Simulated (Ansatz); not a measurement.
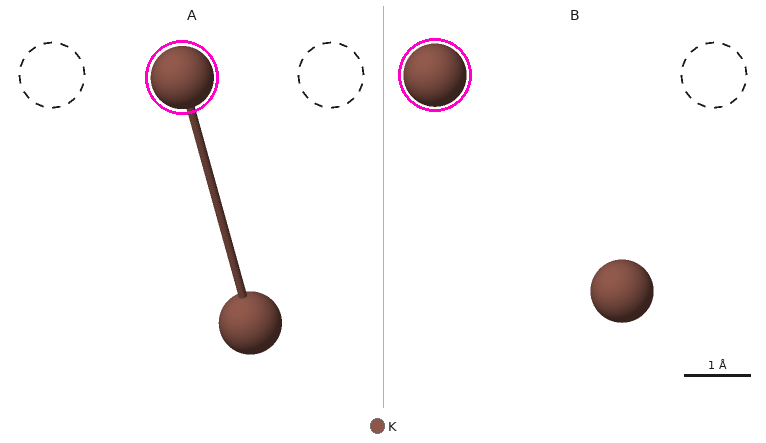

A vacancy jump of potassium in K (Im-3m phase), in a neutral cell with 23 atoms, whose images lie 12.8 Å apart. One frame is the relaxed vacancy; in the other the neighbouring K atom (ringed) was set half-way along its jump of 4.53 Å and all atoms were relaxed in the symmetry of that start. Dashed circles mark empty sites. A ball-and-stick model of the slice 3.8 Å thick through the jump, out to 5.1 Å from its middle, seen across the jump.

These are results of DFT PBEsol, scalar-relativistic, plane waves, PAW in Ansatz 0.2.0, not measurements. Set-up: plane-wave cutoff 420 eV; k-point mesh 2 × 2 × 2; occupations gaussian; smearing width 0.1 eV; no spin polarisation; atoms relaxed in a fixed cell; force threshold 0.02 eV/Å.

Question: Which frame is the half-way one, and how far apart are the two in energy?

Answer: Frame A is the half-way start after relaxation. It lies 0.07 eV above the relaxed vacancy. The atom stays half-way, on the straight line. The symmetry of the start was kept and can hold it there, so for a path with one hump at the middle this is the barrier or an upper bound to it. There it has 6 K as nearest neighbours, the closest at 4.43 Å. Both cells are metallic on the mesh.
